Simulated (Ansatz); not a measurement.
## ZnSe: band-structure calculation (part 2 of 2)

The same run, continued: ZnSe (I-4m2, 2 atoms in the cell); DFT, HSE06, plane waves, PAW, no spin polarisation (Ansatz 0.2.0); cutoff 420 eV, 6×6×6 k-mesh, fixed occupations. The structure was built on a prototype by a generator. The geometry comes from this level: r2SCAN (a point of a series of strains). It belongs to a series of runs on one base structure; here: biaxial_xy strain -2.0%.

Geometry of the input (Å; fractional positions):
```
0.0000  2.7744  2.8324
2.7744  0.0000  2.8324
2.7744  2.7744  0.0000
Zn 0.0000  0.0000  0.0000
Se 0.2500  0.2500  0.2500
```

### Output, continued
```
  k-point 0: bands = ["-43.7458", "-43.7458", "-43.7424", "-43.7409", "-43.7365", "-7.9308", "-1.6602", "-1.6520", "-1.6520", "-1.2931", "-1.2901", "6.6721", "6.7578", "6.7578", "9.3388", "13.6756", "13.6756", "13.6758"]
  k-point 1: bands = ["-43.7458", "-43.7458", "-43.7424", "-43.7408", "-43.7365", "-7.7228", "-1.6321", "-1.6250", "-1.6147", "-1.2941", "-1.2929", "4.7146", "6.4040", "6.4852", "10.5599", "13.7791", "14.1259", "14.1428"]
  k-point 2: bands = ["-43.7457", "-43.7457", "-43.7423", "-43.7408", "-43.7365", "-7.2550", "-1.5876", "-1.5788", "-1.4043", "-1.2885", "-1.2845", "2.1668", "5.8997", "6.0217", "10.6291", "14.2895", "14.4470", "15.7051"]
  k-point 29: bands = ["-43.7455", "-43.7455", "-43.7425", "-43.7408", "-43.7364", "-6.6957", "-1.5310", "-1.4091", "-1.4091", "-1.2471", "-1.0573", "1.2721", "4.3373", "4.3373", "10.5491", "11.3547", "19.1113", "19.8909"]
```

### File bands.tsv
```
# k_distance	band_0	band_1	band_2	band_3	band_4	band_5	band_6	band_7	band_8	band_9	band_10	band_11	band_12	band_13	band_14	band_15	band_16	band_17
# fermi_ev = 6.757757
# lock_threshold_ev = 1e-6
# [0, 0, 0] at k_distance = 0.000000
# [-0.5, -0.5, 0] at k_distance = 1.109155
# [-0.375, -0.375, 0.25] at k_distance = 1.509507
# [-0.375, 0, 0.375] at k_distance = 2.200589
# [0, 0, 0.5] at k_distance = 2.891672
# [-0.5, -0.25, 0.25] at k_distance = 3.684212
# levels_relative_to = fermi_ev
# free_energy_ev = -8791.142555
# largest_residual_norms_ev = 5.686e-4 5.889e-4 1.920e-4 8.411e-5 8.659e-5 3.578e-4 1.426e-3 1.833e-3 1.994e-3 2.557e-3 2.099e-3 4.830e-4 8.083e-4 6.463e-4 7.137e-4 9.793e-4 1.453e-3 1.537e-3
0.000000	-50.503548	-50.503548	-50.500174	-50.498617	-50.494303	-14.688573	-8.417945	-8.409738	-8.409738	-8.050833	-8.047905	-0.085681	0.000000	0.000000	2.581061	6.917826	6.917826	6.918071
1.109155	-50.503230	-50.503230	-50.500274	-50.498558	-50.494122	-13.453472	-8.288720	-8.166843	-8.166843	-8.004842	-7.815032	-5.485695	-2.420490	-2.420490	3.791345	4.596949	12.353587	13.133165
1.509507	-50.503297	-50.503284	-50.500149	-50.498526	-50.494145	-13.467064	-8.288050	-8.205452	-8.121056	-8.031840	-7.716713	-5.301500	-3.564315	-1.976381	4.596638	6.969660	10.355449	10.779613
2.200589	-50.503551	-50.503290	-50.499851	-50.498450	-50.494213	-13.445812	-8.288283	-8.208651	-8.128149	-8.028568	-7.702408	-5.218104	-3.559841	-2.102179	4.441288	6.768455	10.430507	10.679867
2.891672	-50.503433	-50.503401	-50.500008	-50.498494	-50.494215	-13.745514	-8.329476	-8.319175	-8.037215	-8.030888	-7.845015	-5.864923	-1.079178	-0.939323	3.703005	7.378810	7.561309	9.810592
3.684212	-50.503447	-50.503232	-50.500031	-50.498497	-50.494173	-13.429058	-8.270480	-8.217430	-8.089214	-8.060783	-7.670908	-5.194471	-3.220564	-3.028760	6.456214	7.134051	8.388581	8.822877
```

### File rho_z.tsv
```
# z_ang	rho[e/angstrom^3]
# format = ansatz-planar-average/11
# lattice	0.000000000	2.774356059	2.832420683
# lattice	2.774356059	0.000000000	2.832420683
# lattice	2.774356059	2.774356059	0.000000000
# sites	2
# site	30	0.000000000	0.000000000	0.000000000
# site	34	1.387178029	1.387178029	1.416210341
0.000000	1.342384e0
0.145316	1.256801e0
0.290632	1.036090e0
0.435948	9.082840e-1
0.581264	9.908874e-1
0.726580	1.240130e0
0.871896	1.482792e0
1.017212	1.518199e0
1.162528	1.289206e0
1.307844	9.274637e-1
1.453160	6.033471e-1
1.598476	3.887059e-1
1.743792	2.668401e-1
1.889108	1.998310e-1
2.034424	1.596665e-1
2.179740	1.312976e-1
2.325056	1.101884e-1
2.470372	9.655282e-2
2.615688	9.051691e-2
2.761004	9.291166e-2
2.906320	1.069661e-1
3.051636	1.369826e-1
3.196952	1.924662e-1
3.342268	2.984068e-1
3.487584	4.977816e-1
3.632900	8.136616e-1
3.778216	1.160066e0
```

### File v_z.tsv
```
# z_ang	v_es[eV]	v_tot[eV]
# format = ansatz-planar-average/11
# xc	hse06
# density_cutoff_ev	1680
# datasets	Zn=:simpson_from_first_knot:soft:fock:shift=0	Se=:simpson_from_first_knot:soft:fock:shift=0
# lattice	0.000000000	2.774356059	2.832420683
# lattice	2.774356059	0.000000000	2.832420683
# lattice	2.774356059	2.774356059	0.000000000
# sites	2
# site	30	0.000000000	0.000000000	0.000000000
# site	34	1.387178029	1.387178029	1.416210341
0.000000	6.425489e-1	-8.935186e0
0.145316	-1.663094e-1	-9.998186e0
0.290632	-3.982900e-1	-1.035521e1
0.435948	-6.704609e-2	-1.003996e1
0.581264	6.578821e-1	-9.229715e0
0.726580	1.614960e0	-8.099593e0
0.871896	2.690947e0	-6.801261e0
1.017212	3.735639e0	-5.515025e0
1.162528	4.560911e0	-4.390948e0
1.307844	5.125791e0	-3.442370e0
1.453160	5.632746e0	-2.507562e0
1.598476	6.239079e0	-1.458288e0
1.743792	7.028443e0	-2.274979e-1
1.889108	8.052100e0	1.220903e0
2.034424	9.157029e0	2.719996e0
2.179740	1.002143e1	3.912426e0
2.325056	1.045861e1	4.603445e0
2.470372	1.055340e1	4.844287e0
2.615688	1.042104e1	4.714695e0
2.761004	1.000889e1	4.268560e0
2.906320	9.180809e0	3.377753e0
3.051636	8.019781e0	1.918436e0
3.196952	6.726502e0	4.983320e-2
3.342268	5.431032e0	-1.935525e0
3.487584	4.180660e0	-3.873272e0
3.632900	2.989953e0	-5.682600e0
3.778216	1.791528e0	-7.393816e0
```

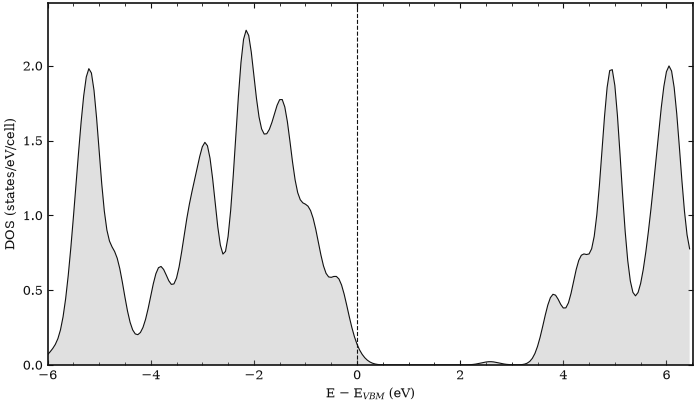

Figure 1. Density of states (the curve is built from the levels of the k mesh with Gaussians 0.4 eV wide, which also blur the band edges), with energies from the valence-band top. There is a gap of 2.58 eV on the k-point mesh. Small ripples come from the finite k-point mesh.

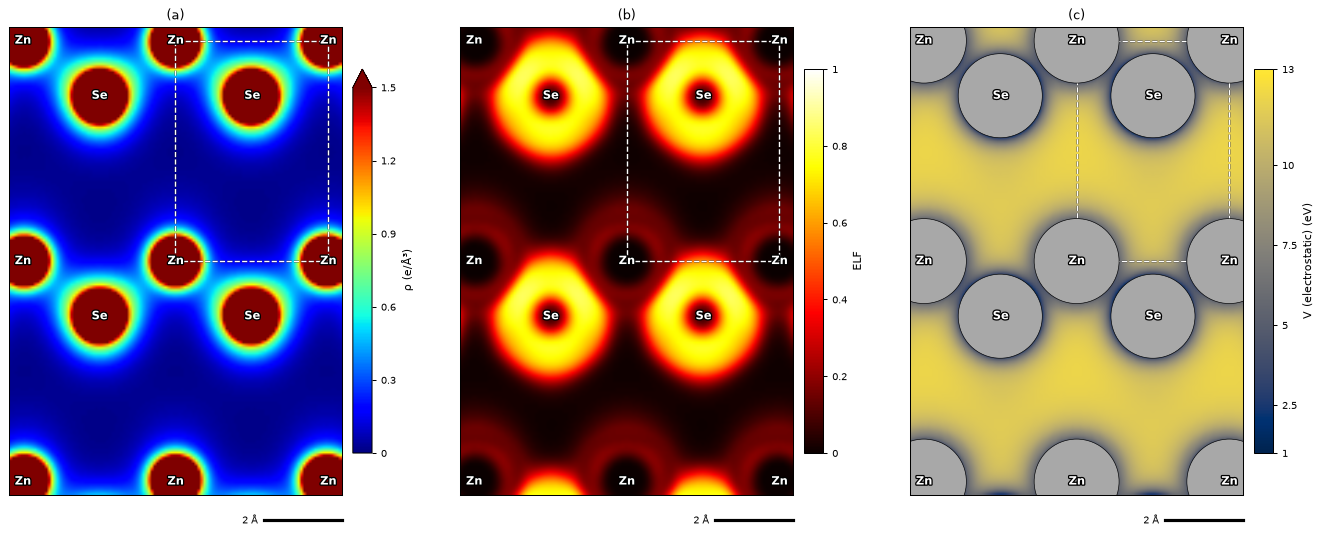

Figure 2. (a) valence charge density (pseudo); (b) ELF; (c) electrostatic potential energy of an electron on the (100) plane of the conventional cell. Grey discs, where drawn, cover atomic cores. The section cuts through Zn and Se sites. Zn–Se (2.42 Å): ρ is about 0.49 e/Å³ halfway; the ELF is about 0.60 at the midpoint. Away from the nuclei the density in this plane falls to 0.01 e/Å³ at its lowest. Outside the cores the potential energy rises away from the atoms and is highest about 2.4 Å from the nearest atoms; outside the discs it spans about 10 eV, and its zero is arbitrary. Core electrons are frozen (PAW), so the fields are smoothed inside the atomic spheres.

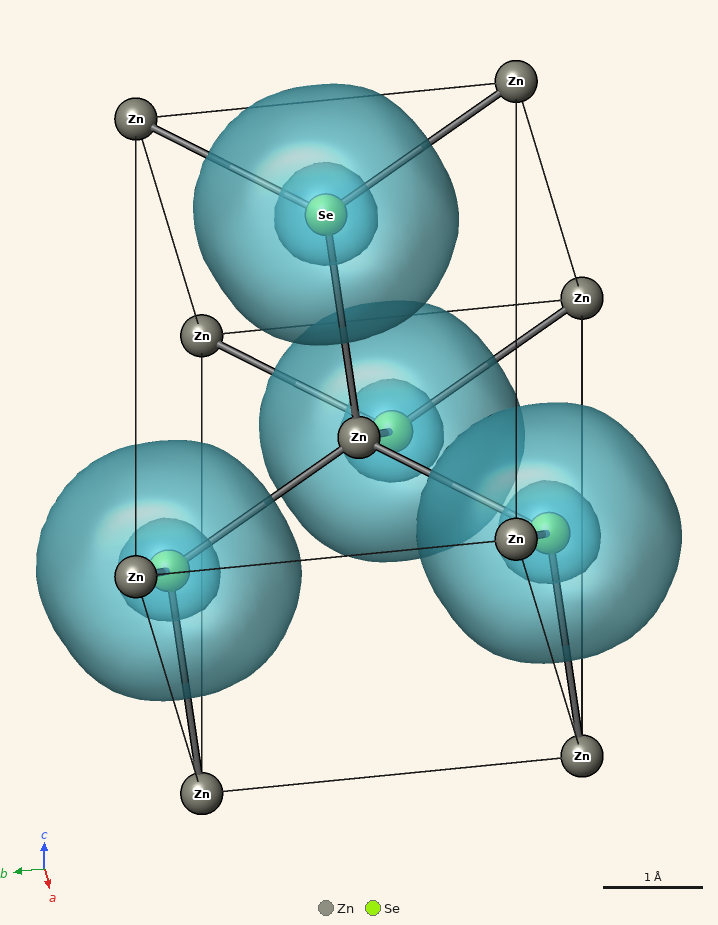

Figure 3. Isosurface of the electron localisation function at 0.6 (cyan), seen at an oblique angle. Only the valence region is drawn (cores and ρ < 0.01 e/Å³ removed). Sticks mark near contacts. The outline is the cell set on symmetry axes. Profiles from the grid: Zn–Se (2.42 Å): the ELF is about 0.60 at the midpoint.
